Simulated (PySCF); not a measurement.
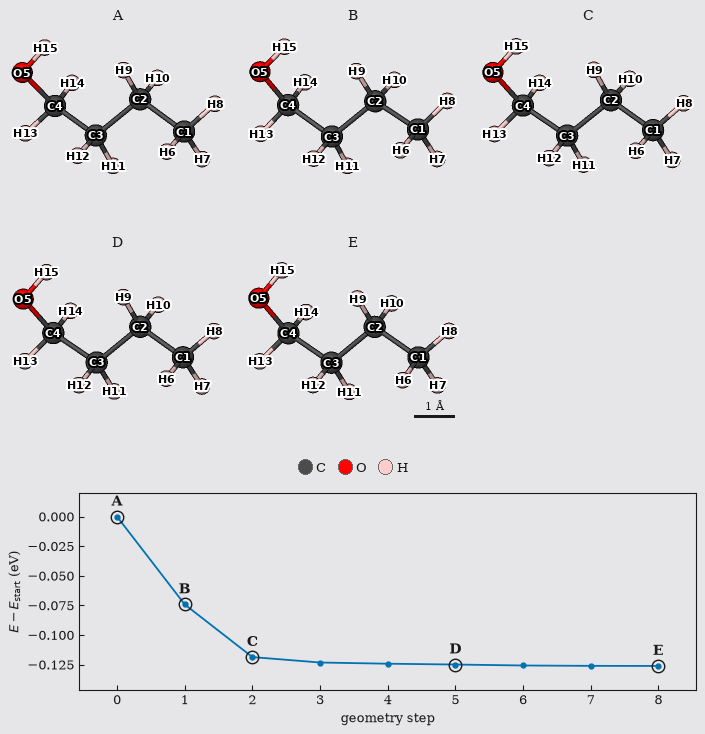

Frames of a relaxation of C$_{4}$H$_{10}$O, marked on the history of the run. A ball-and-stick model, seen at a tilt.

The start comes from GFN2-xTB. Its atoms were then displaced at random by about 0.01 Å.

Computed with PBE0-D3(BJ)/def2-TZVP geometry optimisation, gas phase (PySCF). 

Question: Describe the path.

Answer: The largest move after the best rigid fit is that of H15, 0.16 Å. Largest moves by element: H 0.16 Å, O 0.07 Å, C 0.04 Å. Some distances before and after: C1–C2 1.556 → 1.519 Å, C3–C4 1.480 → 1.517 Å, C4–H13 1.124 → 1.092 Å, C1–H6 1.072 → 1.093 Å. Among the angles between lasting bonds that change: H6–C1–H7 111.1° → 107.5°, O5–C4–H13 102.1° → 105.6°, C3–C4–H14 112.6° → 109.7°. Over 8 geometry steps the energy falls by 0.126 eV. From step 0 to 1: O and H atoms move most (0.14 Å), energy −0.074 eV. From step 1 to 2: H15 moves most (0.09 Å), energy −0.044 eV. From step 2 to 5: H atoms move most (0.05 Å), energy −0.006 eV. From step 5 to 8: H15 moves most (0.09 Å), energy −0.001 eV.

```csv
step,"E − E(0), eV"
0,0.0000
1,-0.0741
2,-0.1185
3,-0.1231
4,-0.1241
5,-0.1248
6,-0.1257
7,-0.1260
8,-0.1260
```
